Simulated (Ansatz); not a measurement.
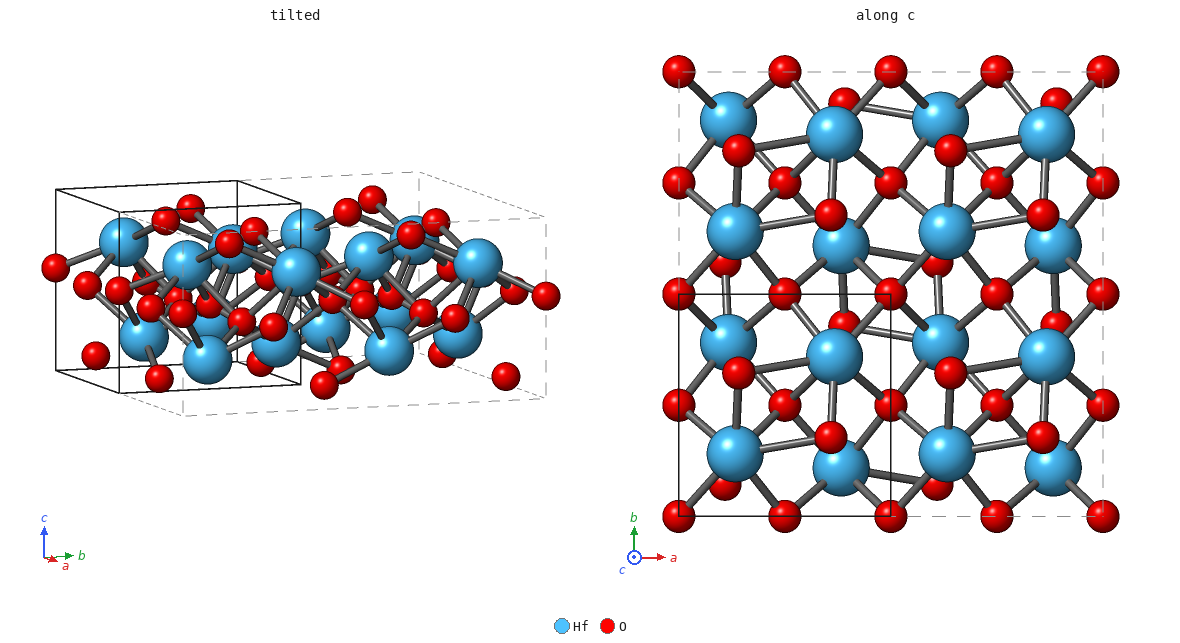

This ball-and-stick model is shown slightly off an axis and along the c axis. The structure is repeated 2×2×1 times; solid lines mark one conventional unit cell. Cell: a = 5.007 Å, b = 5.251 Å, c = 4.959 Å, α = 90.00°, β = 90.00°, γ = 90.00°.

What is this?

The structure is one of HfO2. It belongs to space group P2_12_12 (No. 18) and has a primitive orthorhombic lattice. With Z = 4, the cell contains 4 Hf, 8 O. Taking every contact within bonding distance, one finds Hf 7 and O 3 to 4 (mean 3.5). Not all metal-metal contacts are counted.

It goes back to a structure listed in the Materials Project. The picture shows the end point of a geometry optimisation with DFT, r2SCAN, plane waves, PAW (Ansatz 0.2.0).
